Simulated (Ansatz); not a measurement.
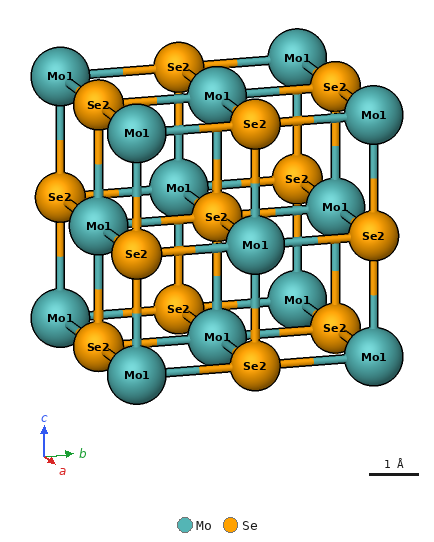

The structure as given in the input (ball-and-stick view of the cell 4 times as large as that of the calculation, set on its symmetry axes, seen slightly off an axis; atoms are numbered from 1 in the order of the input). An atom can appear more than once, as a periodic image. Near neighbours in the periodic cell (some may lie outside the picture): Mo has 6 Se at 2.57 Å; Se has 6 Mo at 2.57 Å.

# What a change does: single-point calculation on MoSe

System: MoSe (Fm-3m, 2 atoms in the cell).
Method of the first run: DFT PBEsol, scalar-relativistic, plane waves, PAW, spin-polarised (Ansatz 0.2.0).

The structure was built on a prototype by a generator; it need not be a known phase. Text and figures count atoms from 1; the logs count them from 0 in places.

**Input, the first run**
```yaml
crystal:
  lattice:
    - [0.0, 2.5748516652, 2.5748516652]
    - [2.5748516652, 0.0, 2.5748516652]
    - [2.5748516652, 2.5748516652, 0.0]
  atoms:
    - { symbol: Mo, position: [0.0, 0.0, 0.0] }
    - { symbol: Se, position: [0.5, 0.5, 0.5] }
basis:
  ecutwfc: 420
kpoints:
  mp_grid: { grid: [14, 14, 14] }
hamiltonian:
  xc: pbesol
scf:
  occupations: { method: gaussian, width: 0.1 }
  lower_state_search: "off"
output:
  forces: true
  stress: true
  eigenvalues: true
magnetization:
  spin_polarized: true
  initial_magnetization: 0.0
  spin_locking: { lock_magnetization: hard }
```

Launched with:
```bash
ansatz run input.yaml --threads 1 --pin off --max-ram 2560MiB --backend cpu --events-out ev --progress --plain --runs-dir out
```

Hardware: 1 thread of Intel Xeon @ 2.50GHz (Skylake/Cascade Lake), 189 GiB of memory available, shared host.

**Output, shortened to warnings, some set-up lines, iterations and results (the first run)**
```
Warning: output.stress: scf.convergence.dr2_threshold = 1e-7 eV (the SCF's general default) is looser than the 2e-10 eV advised for a printed stress (1e-10 eV for each atom of the cell: 2). What an SCF threshold leaves in a stress goes as its square root, and in the free energy as the threshold itself, and one threshold admits the most on a small cell: of the crystals measured, under no hybrid …
Basis set: ecut = 420 eV, 645 PW (Γ), exchange–correlation on 50×50×50 points (8 copies of the dense FFT grid, shifted against one another)
Symmetry: 48 space group operations
k-points: 104 of 2744
Initial density: superposition of atomic densities (chi_scale 0.1, normalization cell, long waves kept (reshape's long-wave potential 0.00 eV rms))
[...]
SCF iter   1: F=—  HF=-10320.786290 eV  |F-HF|=—  |Δ(HF+E_count)|=         —  Δρ=1.85e-2 (↑1.85e-2 ↓1.85e-2)  dr2=4.17e-1  dr2_m=0.00e0  M=0.000 μB ∫|m|=0.000 μB  β_m=0.30  …
SCF iter   2: F=—  HF=-10320.718522 eV  |F-HF|=—  |Δ(HF+E_count)|=   6.78e-2  Δρ=1.33e-2 (↑1.33e-2 ↓1.33e-2)  dr2=1.99e-1  dr2_m=0.00e0  M=0.000 μB ∫|m|=0.000 μB  β_m=0.63  …
SCF iter   3: F=—  HF=-10320.650849 eV  |F-HF|=—  |Δ(HF+E_count)|=   6.77e-2  Δρ=2.56e-3 (↑2.56e-3 ↓2.56e-3)  dr2=7.16e-3  dr2_m=0.00e0  M=0.000 μB ∫|m|=0.000 μB  β_m=0.79  …
SCF iter   4: F=—  HF=-10320.647254 eV  |F-HF|=—  |Δ(HF+E_count)|=   3.60e-3  Δρ=4.22e-4 (↑4.22e-4 ↓4.22e-4)  dr2=1.92e-4  dr2_m=0.00e0  M=0.000 μB ∫|m|=0.000 μB  β_m=0.70  …
SCF iter   5: F=—  HF=-10320.647068 eV  |F-HF|=—  |Δ(HF+E_count)|=   1.86e-4  Δρ=2.46e-4 (↑2.46e-4 ↓2.46e-4)  dr2=2.95e-5  dr2_m=0.00e0  M=0.000 μB ∫|m|=0.000 μB  β_m=0.85  …
SCF iter   6: F=—  HF=-10320.647062 eV  |F-HF|=—  |Δ(HF+E_count)|=   6.03e-6  Δρ=4.58e-5 (↑4.58e-5 ↓4.58e-5)  dr2=2.02e-6  dr2_m=0.00e0  M=0.000 μB ∫|m|=0.000 μB  β_m=0.92  …
SCF iter   7: F=—  HF=-10320.647062 eV  |F-HF|=—  |Δ(HF+E_count)|=   1.67e-7  Δρ=1.28e-5 (↑1.28e-5 ↓1.28e-5)  dr2=2.25e-7  dr2_m=0.00e0  M=0.000 μB ∫|m|=0.000 μB  β_m=0.96  …
SCF iter   8: F=-10320.647062 eV  HF=-10320.647062 eV  |F-HF|=9.50e-10  |Δ(HF+E_count)|=   1.02e-8  Δρ=1.56e-6 (↑1.56e-6 ↓1.56e-6)  dr2=2.13e-9  dr2_m=0.00e0  M=0.000 μB …
SCF 1 converged in 8 iterations: F = -10320.647062 eV  dr2 = 2.13e-9
SCF converged after 8 iterations
Stability checked in part: among states of this total moment the steps that led to this state did not find it unstable. No probe was made; neither looks for a lower state of another moment (fixed_total_moment; see scf.lower_state_search)
Magnetization: 0.0000 μB (15.0000 up, 15.0000 down)
Absolute magnetization: 0.0000 μB (∫|ρ↑−ρ↓|)
Spin contamination: 0.0000 ħ² per cell (⟨S²⟩ above its minimum at these occupations)
Per-site moments (μB) at R_I (Å): [(0.0, 1.0621263118950002), (0.0, 1.0621263118950002)]
Free energy (F): -10320.647062 eV
Harris-Foulkes:  -10320.647062 eV  (|F-HF|=9.50e-10)
Internal energy: -10320.633613 eV  (E = F + TS)
E sigma→0 (E₀):  -10320.640337 eV
Entropy (-TS):   -0.013449 eV (-6.725 meV/atom)
Fermi energy:    17.309447 (↑ 17.309447, ↓ 17.309447) eV
--- Per-component energies (eV) ---
  E_band       = -376.304537
  E_kinetic    = 564.543951
  E_local      = -2886.272531  (includes V_loc(G=0)·N_el)
  E_nonlocal   = -443.395376
  E_hartree    = 1323.386639
  E_xc         = -286.180336
  E_vxc        = -327.297560  (∫ρ·V_xc dr)
  E_paw        = -5014.005869  (= ΣΔE_a)
  E_vpaw       = 69.344019  (= ΣTr[D̂ρ^β])
  E_aug_tail   = -0.000520  (compensation charges beyond the density's cutoff)
  E_ewald      = -3579.927320
  E_core_change = 1.217750  (= ΣΔE_core)
  E_smearing   = -0.013449  (= −TS)
  E_closure    = -0.000000  (closes the sum)
  Σ components = -10320.647062   (vs F -10320.647062, Δ=0.00e0)
--- Forces (eV/Å), atoms counted from 1 ---
  atom   1  Mo    -0.00000000     0.00000000    -0.00000000
  atom   2  Se     0.00000000     0.00000000    -0.00000000
  max |Σ_I F_I| component: 9.99e-30 eV/Å
--- Stress (GPa, compression-positive) ---
       -0.003469      -0.000000       0.000000
       -0.000000      -0.003469       0.000000
        0.000000      -0.000000      -0.003469
  P = ⅓ Tr σ = -0.0035 GPa (-0.035 kbar)
```

The input of the second run differs as follows (lines with − go, lines with + come):
```diff
-magnetization:
-  spin_polarized: true
-  initial_magnetization: 0.0
-  spin_locking: { lock_magnetization: hard }
+  write_density: true
+  write_potential: true
+  elf: true
+  volumetric_format: npy
```

What does this change do to the results?

The total moment is fixed by the input in the first run, so the state need not be the lowest. The energy is the same within 0.01 meV per atom. The SCF takes 6 iterations against 8. The two runs start from different initial densities, which also moves the count.

**Output, shortened to warnings, some set-up lines, iterations and results (the second run)**
```
Basis set: ecut = 420 eV, 645 PW (Γ), exchange–correlation on 50×50×50 points (8 copies of the dense FFT grid, shifted against one another)
Symmetry: 48 space group operations
k-points: 104 of 2744
Initial density: superposition of atomic densities (neutral atoms: chi_scale 0, normalization atom), corrected by the library's trained network
[...]
SCF iter   1: F=—  HF=-10320.651020 eV  |F-HF|=—  |Δ(HF+E_count)|=         —  Δρ=5.34e-3  dr2=1.20e-2  ethr=1.77e-3  ⟨swp⟩=5.3  Hψ=9265  notcnv=0
SCF iter   2: F=—  HF=-10320.648333 eV  |F-HF|=—  |Δ(HF+E_count)|=   2.69e-3  Δρ=3.03e-3  dr2=3.61e-3  ethr=3.99e-5  ⟨swp⟩=2.3  Hψ=3935  notcnv=0
SCF iter   3: F=—  HF=-10320.647238 eV  |F-HF|=—  |Δ(HF+E_count)|=   1.10e-3  Δρ=1.06e-3  dr2=5.54e-4  ethr=1.20e-5  ⟨swp⟩=2.6  Hψ=2859  notcnv=0
SCF iter   4: F=—  HF=-10320.647060 eV  |F-HF|=—  |Δ(HF+E_count)|=   1.77e-4  Δρ=2.99e-4  dr2=2.14e-5  ethr=1.85e-6  ⟨swp⟩=2.1  Hψ=2634  notcnv=0
SCF iter   5: F=—  HF=-10320.647062 eV  |F-HF|=—  |Δ(HF+E_count)|=   1.12e-6  Δρ=7.14e-5  dr2=1.28e-6  ethr=7.13e-8  ⟨swp⟩=2.2  Hψ=3333  notcnv=0
SCF iter   6: F=-10320.647062 eV  HF=-10320.647062 eV  |F-HF|=6.04e-9  |Δ(HF+E_count)|=   6.99e-8  Δρ=1.67e-5  dr2=8.82e-8  ethr=3.33e-10  ⟨swp⟩=6.0  Hψ=12839  notcnv=0
SCF 1 converged in 6 iterations: F = -10320.647062 eV  dr2 = 8.82e-8
SCF converged after 6 iterations
Free energy (F): -10320.647062 eV
Harris-Foulkes:  -10320.647062 eV  (|F-HF|=6.04e-9)
Internal energy: -10320.633612 eV  (E = F + TS)
E sigma→0 (E₀):  -10320.640337 eV
Entropy (-TS):   -0.013449 eV (-6.725 meV/atom)
Fermi energy:    17.309545 eV
--- Per-component energies (eV) ---
  E_band       = -376.307792
  E_kinetic    = 564.542862
  E_local      = -2886.270735  (includes V_loc(G=0)·N_el)
  E_nonlocal   = -443.398215
  E_hartree    = 1323.386458
  E_xc         = -286.180426
  E_vxc        = -327.297644  (∫ρ·V_xc dr)
  E_paw        = -5014.003467  (= ΣΔE_a)
  E_vpaw       = 69.343545  (= ΣTr[D̂ρ^β])
  E_aug_tail   = -0.000520  (compensation charges beyond the density's cutoff)
  E_ewald      = -3579.927320
  E_core_change = 1.217750  (= ΣΔE_core)
  E_smearing   = -0.013449  (= −TS)
  E_closure    = -0.000000  (closes the sum)
  Σ components = -10320.647062   (vs F -10320.647062, Δ=0.00e0)
--- Forces (eV/Å), atoms counted from 1 ---
  atom   1  Mo    -0.00000000     0.00000000     0.00000000
  atom   2  Se    -0.00000000    -0.00000000    -0.00000000
  max |Σ_I F_I| component: 6.84e-30 eV/Å
--- Stress (GPa, compression-positive) ---
       -0.003428      -0.000000      -0.000000
       -0.000000      -0.003428       0.000000
        0.000000       0.000000      -0.003428
  P = ⅓ Tr σ = -0.0034 GPa (-0.034 kbar)
```

**The two runs side by side**

| quantity | the first run | the second run |
| --- | --- | --- |
| outcome | converged | converged |
| free energy per atom (eV) | −5160.3235 | −5160.3235 |
| energy per atom, smearing taken to zero (eV) | −5160.3202 | −5160.3202 |
| gap on the mesh (eV) | 0.00 | 0.00 |
| net moment of the cell (μB) | 0.00 | – |
| absolute moment of the cell (μB) | 0.00 | – |
| pressure (GPa) | 0.00 | 0.00 |
| largest force (eV/Å) | 0.000 | 0.000 |
| SCF iterations | 8 | 6 |
| irreducible k-points | 104 | 104 |
| plane waves at Γ | 645 | 645 |
| wall time (shared host) | 7.3 s | 8.5 s |

For the first run: Warnings: the SCF threshold is looser than advised for the printed stress.
